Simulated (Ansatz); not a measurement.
## Si: geometry relaxation (part 2 of 2)

Si (2 atoms in the cell); DFT PBE+D3(BJ), scalar-relativistic, plane waves, PAW, no spin polarisation (Ansatz 0.2.0); cutoff 420 eV, 18×18×16 k-mesh, Gaussian smearing of 0.1 eV. The structure was made by a generator, so it may or may not be a known phase.

Geometry of the input (Å; fractional positions):
```
3.8700  0.0000  0.0000
-1.9350  3.3515  0.0000
0.0000  0.0000  3.6800
Si 0.3333  0.6667  0.9402
Si 0.6667  0.3333  0.0598
```

**Log, continued**
```
SCF iter   1: F=—  HF=-1271.472841 eV  |F-HF|=—  |Δ(HF+E_count)|=         —  Δρ=1.51e-3  dr2=1.31e-3  ethr=1.54e-5  ⟨swp⟩=1.5  Hψ=39586  notcnv=0
preconditioner: auto → none  [metal: Δε(μ)=0.010 eV  Ē_g=8.898 eV  σ=0.100 eV  W_gap=0.05  n_scr=8 (ndim 8)  ℏωp=16.4 eV  f_vac=0.000  D(μ)=0.59/eV (n_scr^D=0)]
SCF iter   2: F=—  HF=-1271.472441 eV  |F-HF|=—  |Δ(HF+E_count)|=   4.00e-4  Δρ=5.22e-4  dr2=1.01e-4  ethr=1.54e-5  ⟨swp⟩=2.0  Hψ=6059  notcnv=0
SCF iter   3: F=—  HF=-1271.472431 eV  |F-HF|=—  |Δ(HF+E_count)|=   1.01e-5  Δρ=1.18e-4  dr2=2.55e-6  ethr=1.26e-6  ⟨swp⟩=2.2  Hψ=6114  notcnv=0
SCF iter   4: F=-1271.472434 eV  HF=-1271.472434 eV  |F-HF|=1.69e-8  |Δ(HF+E_count)|=   2.56e-6  Δρ=5.83e-6  dr2=8.43e-9  ethr=2.50e-9  ⟨swp⟩=10.9  Hψ=34300  notcnv=0
WARN: dispersion: an atom stands within reach of a switch of its C6 between two reference coordination numbers of its element: through that C6 alone, e_disp changes by 0.025 eV or more while the distances to its neighbours run over a stretch of 0.05 Å that contains this geometry (sites counted from 0 in the run's list of atoms or, in a supercell that it derives, in that cell's: here a list of 2) — site 0 (Si): coordination number 3.347 (about 3.20 to 3.49 with every neighbour 0.05 Å farther or nearer), switch near 3.404 between the references 2.941 (weight 0.60) and 3.868 (weight 0.40), e_disp changing by some 0.04 eV; site 1 (Si): coordination number 3.347 (about 3.20 to 3.49 with every neighbour 0.05 Å farther or nearer), switch near 3.404 between the references 2.941 (weight 0.60) and 3.868 (weight 0.40), e_disp changing by some 0.04 eV; some 0.08 eV in sum. This is how the published method behaves, and the energy and the forces stay consistent. Where you compare this geometry's total energy with another's, compare their components.e_disp too, and, where the geometries are yours to choose, keep both on one side of the switch, which a site's coordination number tells: a relaxation that ends in reach of it can search the other side under relax.adjacent_minimum: search, except where no move that the cell, the constraints and the symmetry allow carries the atom there
SCF 7 converged in 4 iterations: F = -1271.472434 eV  dr2 = 8.43e-9
relax step   7: F+E_penalty+E_count = -1271.47243374 eV  Δ(F+E_penalty+E_count) = -5.171e-3 eV  max|allowed force component| = 7.016e-3 eV/Å  Δτ_max = 0.0232 Å  P = +0.075 GPa  Ω = 41.252 Å³  energy of the carried Pulay correction = +8.131e-4 eV  (4 SCF iters, dr2 threshold 2.00e-7 eV, accepted)
Crystal: 2 atoms, lattice volume = 41.271 Å³
iter 1 solved again at ethr=5.32e-8 eV; its pass at ethr=3.10e-3 eV (dr2=4.26e-6 eV) is discarded
SCF iter   1: F=—  HF=-1271.472483 eV  |F-HF|=—  |Δ(HF+E_count)|=         —  Δρ=1.03e-4  dr2=5.15e-6  ethr=5.32e-8  ⟨swp⟩=2.3  Hψ=38384  notcnv=0
preconditioner: auto → none  [metal: Δε(μ)=0.013 eV  Ē_g=8.898 eV  σ=0.100 eV  W_gap=0.07  n_scr=8 (ndim 8)  ℏωp=16.3 eV  f_vac=0.000  D(μ)=0.58/eV (n_scr^D=0)]
SCF iter   2: F=—  HF=-1271.472476 eV  |F-HF|=—  |Δ(HF+E_count)|=   6.91e-6  Δρ=4.17e-5  dr2=5.64e-7  ethr=5.32e-8  ⟨swp⟩=2.0  Hψ=6081  notcnv=0
SCF iter   3: F=-1271.472476 eV  HF=-1271.472476 eV  |F-HF|=7.08e-9  |Δ(HF+E_count)|=   7.97e-9  Δρ=8.11e-6  dr2=1.24e-8  ethr=1.30e-9  ⟨swp⟩=9.6  Hψ=29707  notcnv=0
WARN: dispersion: an atom stands within reach of a switch of its C6 between two reference coordination numbers of its element: through that C6 alone, e_disp changes by 0.025 eV or more while the distances to its neighbours run over a stretch of 0.05 Å that contains this geometry (sites counted from 0 in the run's list of atoms or, in a supercell that it derives, in that cell's: here a list of 2) — site 0 (Si): coordination number 3.344 (about 3.20 to 3.49 with every neighbour 0.05 Å farther or nearer), switch near 3.404 between the references 2.941 (weight 0.61) and 3.868 (weight 0.39), e_disp changing by some 0.04 eV; site 1 (Si): coordination number 3.344 (about 3.20 to 3.49 with every neighbour 0.05 Å farther or nearer), switch near 3.404 between the references 2.941 (weight 0.61) and 3.868 (weight 0.39), e_disp changing by some 0.04 eV; some 0.08 eV in sum. This is how the published method behaves, and the energy and the forces stay consistent. Where you compare this geometry's total energy with another's, compare their components.e_disp too, and, where the geometries are yours to choose, keep both on one side of the switch, which a site's coordination number tells: a relaxation that ends in reach of it can search the other side under relax.adjacent_minimum: search, except where no move that the cell, the constraints and the symmetry allow carries the atom there
SCF 8 converged in 3 iterations: F = -1271.472476 eV  dr2 = 1.24e-8
relax step   8: F+E_penalty+E_count = -1271.47247620 eV  Δ(F+E_penalty+E_count) = -4.246e-5 eV  max|allowed force component| = 9.060e-4 eV/Å  Δτ_max = 0.0020 Å  P = +0.005 GPa  Ω = 41.271 Å³  energy of the carried Pulay correction = +8.106e-4 eV  (3 SCF iters, dr2 threshold 1.04e-7 eV, accepted)
Basis set: ecut = 420 eV, 827 PW (Γ), exchange–correlation on 54×54×48 points (8 copies of the dense FFT grid, shifted against one another)
Initial wavefunctions: pseudopotential atomic-orbital guess (no wavefunctions were taken with the density)
iter 1 solved again at ethr=1.99e-7 eV; its pass at ethr=3.10e-3 eV (dr2=1.59e-5 eV) is discarded
SCF iter   1: F=—  HF=-1271.472213 eV  |F-HF|=—  |Δ(HF+E_count)|=         —  Δρ=4.03e-5  dr2=6.70e-8  ethr=1.99e-7  ⟨swp⟩=3.1  Hψ=48342  notcnv=0
SCF iter   2: F=—  HF=-1271.472215 eV  |F-HF|=—  |Δ(HF+E_count)|=   2.74e-6  Δρ=2.05e-5  dr2=1.74e-8  ethr=8.38e-10  ⟨swp⟩=2.0  Hψ=6273  notcnv=0
SCF iter   3: F=—  HF=-1271.472216 eV  |F-HF|=—  |Δ(HF+E_count)|=   3.28e-7  Δρ=1.12e-6  dr2=4.85e-10  ethr=2.17e-10  ⟨swp⟩=2.0  Hψ=6278  notcnv=0
SCF iter   4: F=—  HF=-1271.472216 eV  |F-HF|=—  |Δ(HF+E_count)|=  1.25e-10  Δρ=3.29e-7  dr2=2.88e-11  ethr=6.06e-12  ⟨swp⟩=2.1  Hψ=6142  notcnv=0
SCF iter   5: F=-1271.472216 eV  HF=-1271.472216 eV  |F-HF|=2.27e-13  |Δ(HF+E_count)|=  6.82e-12  Δρ=3.14e-8  dr2=1.21e-13  ethr=1.00e-12  ⟨swp⟩=5.9  Hψ=17633  notcnv=0
WARN: dispersion: an atom stands within reach of a switch of its C6 between two reference coordination numbers of its element: through that C6 alone, e_disp changes by 0.025 eV or more while the distances to its neighbours run over a stretch of 0.05 Å that contains this geometry (sites counted from 0 in the run's list of atoms or, in a supercell that it derives, in that cell's: here a list of 2) — site 0 (Si): coordination number 3.344 (about 3.20 to 3.49 with every neighbour 0.05 Å farther or nearer), switch near 3.404 between the references 2.941 (weight 0.61) and 3.868 (weight 0.39), e_disp changing by some 0.04 eV; site 1 (Si): coordination number 3.344 (about 3.20 to 3.49 with every neighbour 0.05 Å farther or nearer), switch near 3.404 between the references 2.941 (weight 0.61) and 3.868 (weight 0.39), e_disp changing by some 0.04 eV; some 0.08 eV in sum. This is how the published method behaves, and the energy and the forces stay consistent. Where you compare this geometry's total energy with another's, compare their components.e_disp too, and, where the geometries are yours to choose, keep both on one side of the switch, which a site's coordination number tells: a relaxation that ends in reach of it can search the other side under relax.adjacent_minimum: search, except where no move that the cell, the constraints and the symmetry allow carries the atom there
SCF 9 converged in 5 iterations: F = -1271.472216 eV  dr2 = 1.21e-13
relax step   9: F+E_penalty+E_count = -1271.47221565 eV  Δ(F+E_penalty+E_count) = +2.606e-4 eV  max|allowed force component| = 9.846e-4 eV/Å  Δτ_max = 0.0000 Å  P = -0.009 GPa  Ω = 41.271 Å³  stress off target by 2.88e-2 GPa  SCF on the basis re-selected at this cell (its energy is not comparable with the rows above)  (5 SCF iters)
```

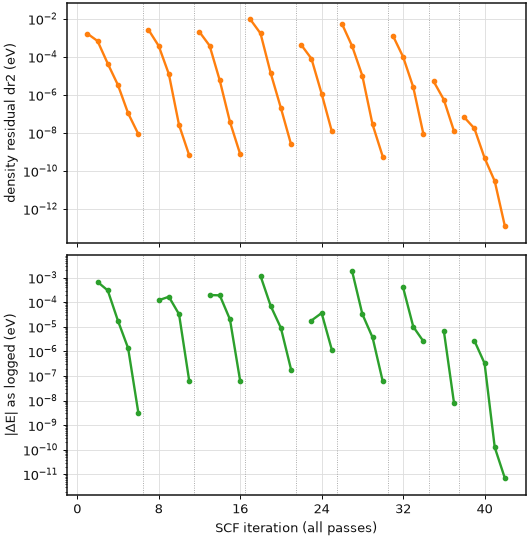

Figure 1. Convergence of the self-consistent field: density residual dr2 and size of the energy change against the SCF iteration. The dotted lines part the SCF passes of the relaxation: geometry steps, rejected trials and re-solves on a re-selected basis. The 9 passes take 3 to 6 iterations each, 42 in all.

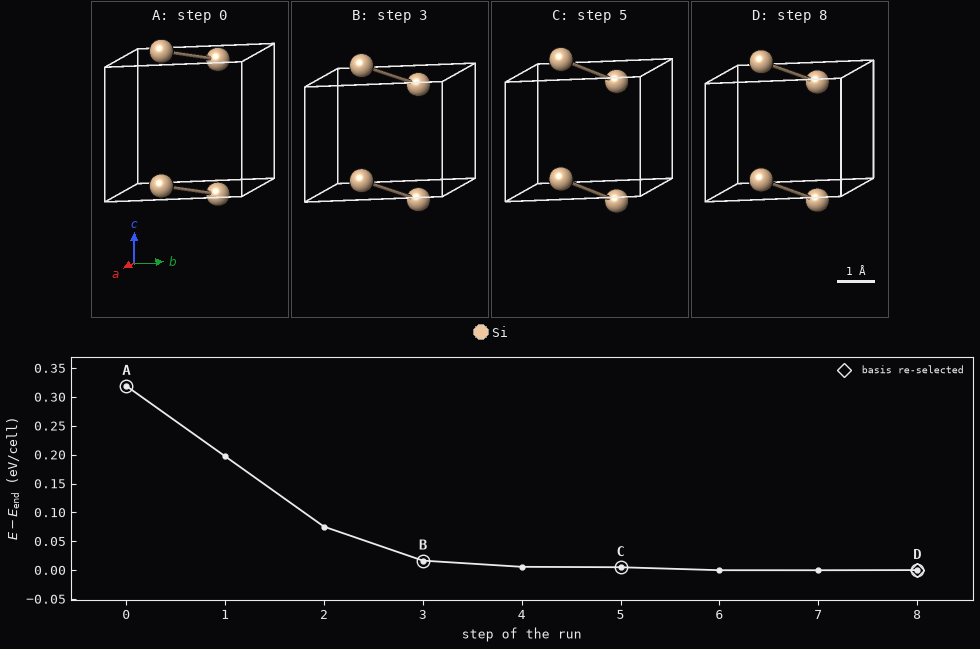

Figure 2. Frames of the relaxation (ball-and-stick view of the cell of the calculation, seen slightly off an axis) above the curves, on which the letters mark them (the first geometry is step 0 here and step 1 in the log).

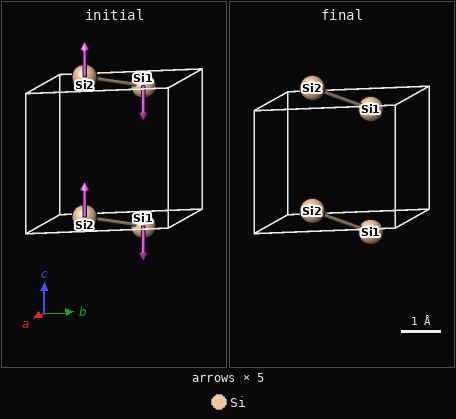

Figure 3. Before (left) and after (right) the relaxation, at one scale (ball-and-stick view of the cell of the calculation, seen slightly off an axis). The pink arrows give the displacements (without the part carried along by the change of the cell), magnified 5 times. After 7 geometry steps the energy has fallen by 0.319 eV per cell of the calculation. Largest force component: 0.36 eV/Å at the start, 0.00098 eV/Å at the end. Pressure: −2.46 GPa at the start and −0.01 GPa at the end. The largest moves relative to the cell, 0.19 Å, are those of Si1 and Si2. Cell: a = b 3.870 → 3.842 Å (−0.7 %), c 3.680 → 3.228 Å (−12.3 %). Volume −13.5 %. Among the contacts that change: Si1–Si2 2.277 → 2.347 Å. Among the angles that change: Si2–Si1–Si2 116.4° → 109.9°. The space group stays P-3m1 (No. 164). A last SCF at the same geometry on a re-selected plane-wave basis shifts the energy by +0.3 meV per cell of the calculation. (Atoms are counted from 1 in the order of the input.)

```
basis re-selected at this cell: Δ(F+E_penalty+E_count) = +2.606e-4 eV, ΔP = -0.015 GPa vs the last step (what re-selecting the basis moved, of the pressure what is left beyond the Pulay correction that the steps carried, after the strain that the cell walked since its last selection, with what the two solves' SCF thresholds leave and, on support functions, any second-order correction that the steps lacked; it is no measure of the basis error at this ecutwfc). The dense FFT grid was sized anew with the basis: this SCF ran on 27×27×24 points, the steps before it on 27×27×25, so part of this shift can come from that change (see relax.cell in the input reference). This SCF's stress stands 2.88e-2 GPa from its target on what of the cell is left free (relax.cell.stress_tol is 5.00e-2 GPa) and its largest allowed force component is 9.85e-4 eV/Å (relax.f_tol is 1.00e-2 eV/Å): within both
SCF converged after 5 iterations
Free energy (F): -1271.472216 eV
Harris-Foulkes:  -1271.472216 eV  (|F-HF|=2.27e-13)
Internal energy: -1271.469313 eV  (E = F + TS)
E sigma→0 (E₀):  -1271.470764 eV
Entropy (-TS):   -0.002903 eV (-1.451 meV/atom)
Fermi energy:    6.255688 eV
--- Per-component energies (eV) ---
  E_band       = 8.883427
  E_kinetic    = 77.846394
  E_local      = -49.911033  (includes V_loc(G=0)·N_el)
  E_nonlocal   = 51.509244
  E_hartree    = 12.910446
  E_xc         = -109.329943
  E_vxc        = -92.047067  (∫ρ·V_xc dr)
  E_paw        = -1024.893329  (= ΣΔE_a)
  E_vpaw       = -4.335016  (= ΣTr[D̂ρ^β])
  E_aug_tail   = 0.000013  (compensation charges beyond the density's cutoff)
  E_ewald      = -228.835799
  E_disp       = -0.765306  (pairwise vdW)
  E_smearing   = -0.002903  (= −TS)
  E_closure    = 0.000000  (closes the sum)
  Σ components = -1271.472216   (vs F -1271.472216, Δ=0.00e0)
--- Forces (eV/Å), atoms counted from 1 ---
  atom   1  Si     0.00000000     0.00000000    -0.00098465
  atom   2  Si    -0.00000000     0.00000000     0.00098465
  max |Σ_I F_I| component: 2.17e-19 eV/Å
--- Stress (GPa, compression-positive) ---
        0.000185      -0.000000       0.000000
        0.000000       0.000185       0.000000
        0.000000       0.000000      -0.028777
  P = ⅓ Tr σ = -0.0095 GPa (-0.095 kbar)
--- Band table (eV; the first three rows and the last of 522) ---
  k-point 0: bands = ["-5.8030", "4.7028", "4.7028", "6.1476", "8.1896", "8.4221", "8.6166", "8.6166"]
  k-point 1: bands = ["-5.7567", "4.7379", "4.7379", "5.9445", "7.1869", "8.6551", "8.6551", "9.6878"]
  k-point 2: bands = ["-5.6193", "4.8411", "4.8411", "5.0332", "6.8932", "8.7682", "8.7682", "11.0067"]
  k-point 521: bands = ["-0.6485", "-0.6485", "2.7038", "3.2284", "3.2284", "7.3087", "13.2205", "13.4030"]
--- Relaxed structure (8 steps of the walk, 8 accepted, 1 SCFs on fresh bases) ---
  F+E_penalty+E_count = -1271.47221565 eV   max|allowed force component| = 9.846e-4 eV/Å   (the final SCF, on the basis selected at the relaxed cell)
  cell:  # Å, volume = 41.2705 Å³
    - [3.8424658172019526, -1.506790071488581e-33, 6.451120281574624e-17]
    - [-1.9212329086009763, 3.327673010870224, -3.225560140787312e-17]
    - [6.134398616425107e-17, -6.512787720538712e-34, 3.2276708567922903]
  atoms:
    - { symbol: Si, position: [0.33333333333333337, 0.6666666666666667, 0.8812576061759951] }
    - { symbol: Si, position: [0.6666666666666666, 0.33333333333333337, 0.1187423938240051] }
```

**Trajectory as extended XYZ (Å, eV, eV/Å), 9 frames, from step=1 to step=9**
```
2
Lattice="3.8700 0.0000 0.0000 -1.9350 3.3515 0.0000 0.0000 0.0000 3.6800" Properties=species:S:1:pos:R:3:forces:R:3 step=1 energy=-1271.15325 pressure_GPa=-2.46
Si    0.0000    2.2343    3.4600    0.0000   0.0000  -0.3556
Si    1.9350    1.1172    0.2200    0.0000   0.0000   0.3556
2
Lattice="3.8455 0.0000 0.0000 -1.9228 3.3303 0.0000 0.0000 0.0000 3.5015" Properties=species:S:1:pos:R:3:forces:R:3 step=2 energy=-1271.27506 pressure_GPa=-1.57
Si    0.0000    2.2202    3.2476    0.0000   0.0000  -0.4412
Si    1.9228    1.1101    0.2539    0.0000   0.0000   0.4412
2
Lattice="3.8326 0.0000 0.0000 -1.9163 3.3191 0.0000 0.0000 0.0000 3.3236" Properties=species:S:1:pos:R:3:forces:R:3 step=3 energy=-1271.39696 pressure_GPa=0.07
Si    0.0000    2.2128    3.0374    0.0000   0.0000  -0.4619
Si    1.9163    1.1064    0.2862    0.0000   0.0000   0.4619
2
Lattice="3.8954 0.0000 0.0000 -1.9477 3.3735 0.0000 0.0000 0.0000 3.1427" Properties=species:S:1:pos:R:3:forces:R:3 step=4 energy=-1271.45579 pressure_GPa=0.13
Si    0.0000    2.2490    2.7754    0.0000   0.0000   0.0755
Si    1.9477    1.1245    0.3673    0.0000   0.0000  -0.0755
2
Lattice="3.8799 0.0000 0.0000 -1.9399 3.3601 0.0000 0.0000 0.0000 3.2255" Properties=species:S:1:pos:R:3:forces:R:3 step=5 energy=-1271.46656 pressure_GPa=-1.68
Si    0.0000    2.2400    2.8630    0.0000   0.0000  -0.0468
Si    1.9399    1.1200    0.3624    0.0000   0.0000   0.0468
2
Lattice="3.8105 0.0000 0.0000 -1.9053 3.3000 0.0000 0.0000 0.0000 3.2656" Properties=species:S:1:pos:R:3:forces:R:3 step=6 energy=-1271.46726 pressure_GPa=0.28
Si    0.0000    2.2000    2.8590    0.0000   0.0000   0.0564
Si    1.9053    1.1000    0.4065    0.0000   0.0000  -0.0564
2
Lattice="3.8442 0.0000 0.0000 -1.9221 3.3292 0.0000 0.0000 0.0000 3.2234" Properties=species:S:1:pos:R:3:forces:R:3 step=7 energy=-1271.47243 pressure_GPa=0.08
Si    0.0000    2.2194    2.8424    0.0000   0.0000  -0.0070
Si    1.9221    1.1097    0.3810    0.0000   0.0000   0.0070
2
Lattice="3.8425 0.0000 0.0000 -1.9212 3.3277 0.0000 0.0000 0.0000 3.2277" Properties=species:S:1:pos:R:3:forces:R:3 step=8 energy=-1271.47248 pressure_GPa=0.01
Si    0.0000    2.2184    2.8444    0.0000   0.0000  -0.0009
Si    1.9212    1.1092    0.3833    0.0000   0.0000   0.0009
2
Lattice="3.8425 0.0000 0.0000 -1.9212 3.3277 0.0000 0.0000 0.0000 3.2277" Properties=species:S:1:pos:R:3:forces:R:3 step=9 energy=-1271.47222 pressure_GPa=-0.01
Si    0.0000    2.2184    2.8444    0.0000   0.0000  -0.0010
Si    1.9212    1.1092    0.3833    0.0000   0.0000   0.0010
```

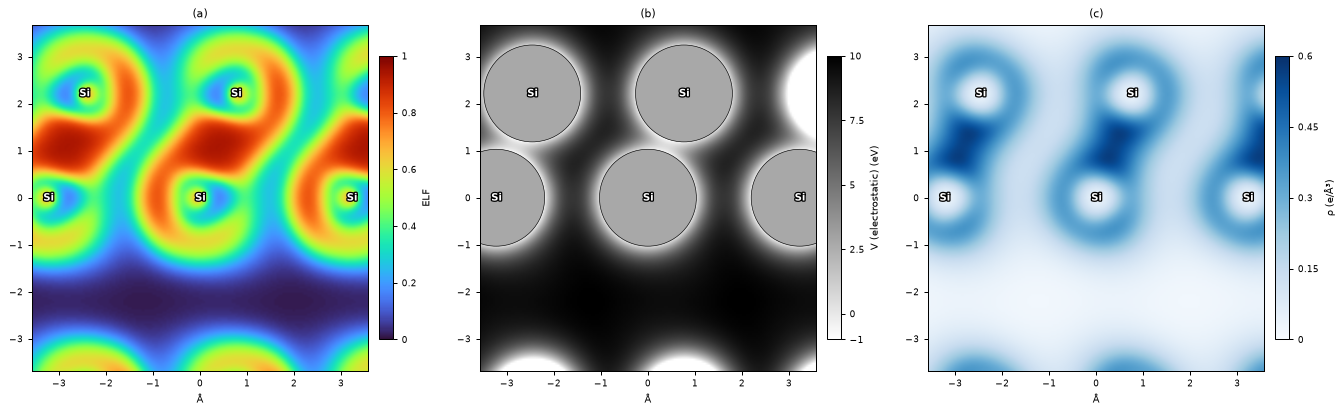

Figure 4. (a) ELF; (b) electrostatic potential energy of an electron; (c) valence charge density (pseudo) on the (110) plane of the conventional cell. Grey discs, where drawn, cover atomic cores. The section cuts through Si sites. Si–Si (2.35 Å): ρ at the midpoint is about 0.56 e/Å³, a local maximum along the line; the ELF peaks at about 0.95 between the atoms (localised, shared-pair bonding). Away from the nuclei the density in this plane falls to 0.02 e/Å³ at its lowest. Outside the cores the potential energy rises away from the atoms and is highest about 2.5 Å from the nearest atoms; outside the discs it spans about 11 eV, and its zero is arbitrary. In a PAW calculation such maps are meaningful between the atoms, not at the nuclei.

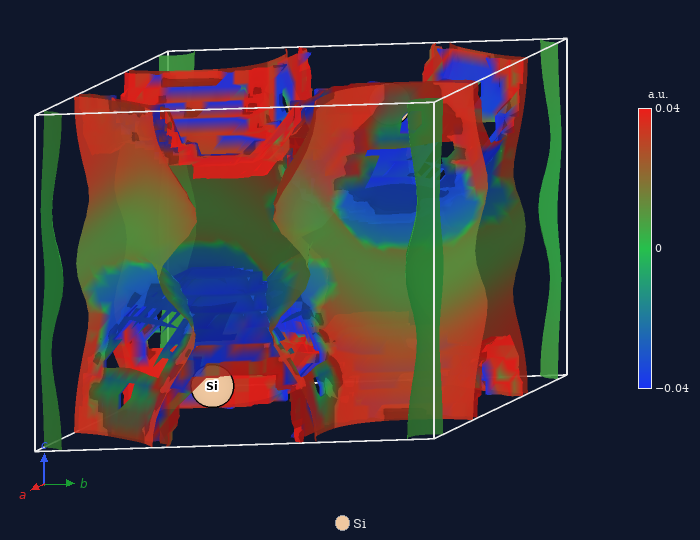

Figure 5. Non-covalent interaction (NCI) plot: the surface where the reduced density gradient is 0.5, for densities under 0.05 a.u., coloured by sign(λ₂)ρ; seen slightly off an axis. The outline is the cell set on symmetry axes. Extended surface: van der Waals contact with attractive (blue) spots Extended surface: weak, van der Waals-like contact (green)
